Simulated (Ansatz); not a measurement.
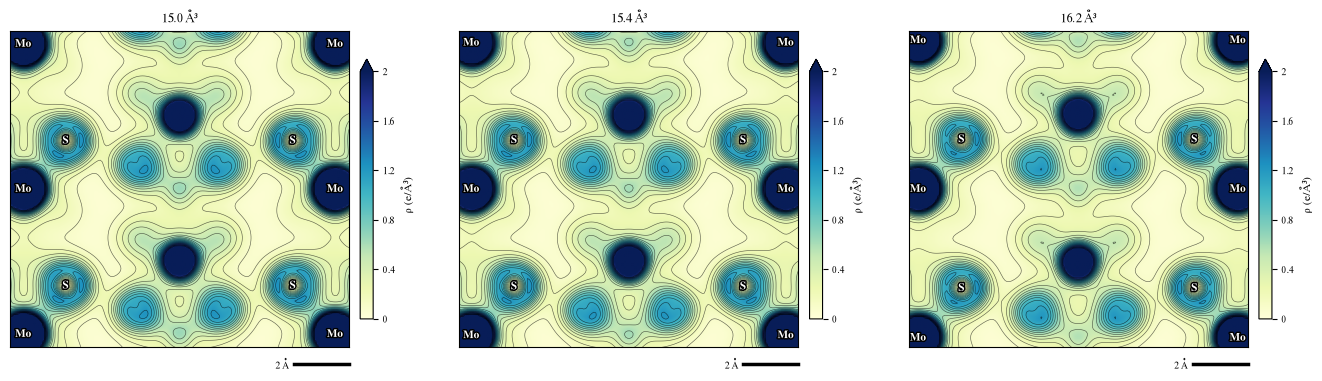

MoS2. The valence pseudo-density of cells scaled evenly to different volumes (given per atom above each panel), on the (110) plane of each (indices in the axes of the cell below), at one length scale and on one colour scale.

A point of a scan over the structure, not its minimum; computed without spin polarisation; PAW files of the earlier set (soft_1).

Computed with DFT LDA+D3(BJ), scalar-relativistic, plane waves, PAW (Ansatz).

The density is the valence pseudo-density of a PAW calculation; it isn't the true density close to the nuclei.

The largest cell:

```
Mo S
1.0
     3.11036    0.00000    0.00000
    -1.55518    2.69365    0.00000
     0.00000    0.00000   11.57669
Mo S
2 4
Direct
  0.16282 0.66667 0.25000
  0.83718 0.33333 0.75000
  0.50207 0.66667 0.61424
  0.49793 0.33333 0.11424
  0.50207 0.66667 0.88576
  0.49793 0.33333 0.38576
```

| volume (Å³/atom) | Mo–S contact in the plane (Å) | ρ at its midpoint (e/Å³) | pressure (GPa) | 
| --- | --- | --- | --- |
| 14.99 | 2.331 | 0.687 | 12.7 | 
| 15.38 | 2.351 | 0.663 | 6.9 | 
| 15.77 | 2.370 | ? | ? | 
| 16.17 | 2.390 | 0.618 | −2.7 | 

> Estimate the missing row, and compare with the calculation.

Over the known rows ln ρ falls by 1.80 per Å of Mo–S distance (a least-squares line), which gives 0.641 e/Å³ at 2.370 Å; the calculation gives 0.640 e/Å³. For the pressure, a straight line in volume between the neighbouring rows gives 2.2 GPa; the calculation gives 1.8, lower because pressure rises ever faster on compression.
